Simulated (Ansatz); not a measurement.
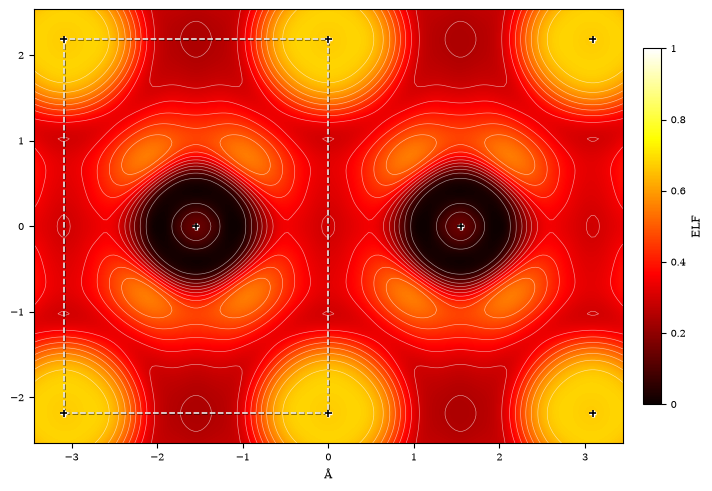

The ELF on a plane through atoms (crosses mark nuclei in the plane).

The calculation used Kohn-Sham DFT of a periodic cell, LDA, Ansatz PAW in Ansatz 0.2.0.

Candidates:
A. AlPt, a = 3.09 Å, b = 3.09 Å, c = 3.09 Å, α = 90.00°, β = 90.00°, γ = 90.00°. Space group Pm-3m; a structure from a database of computed crystals, not necessarily the ambient phase; computed pressure about −10 GPa in this cell.
B. MoP, a = 3.22 Å, b = 3.22 Å, c = 3.19 Å, α = 90.00°, β = 90.00°, γ = 120.00°. Space group P-6m2; computed pressure about −7 GPa in this cell.

**Which candidate gave the map?**

Candidate A: AlPt on the (101̄) plane of the conventional cell, which holds Pt and Al. Al–Pt (2.68 Å): the ELF is about 0.45 at the midpoint.
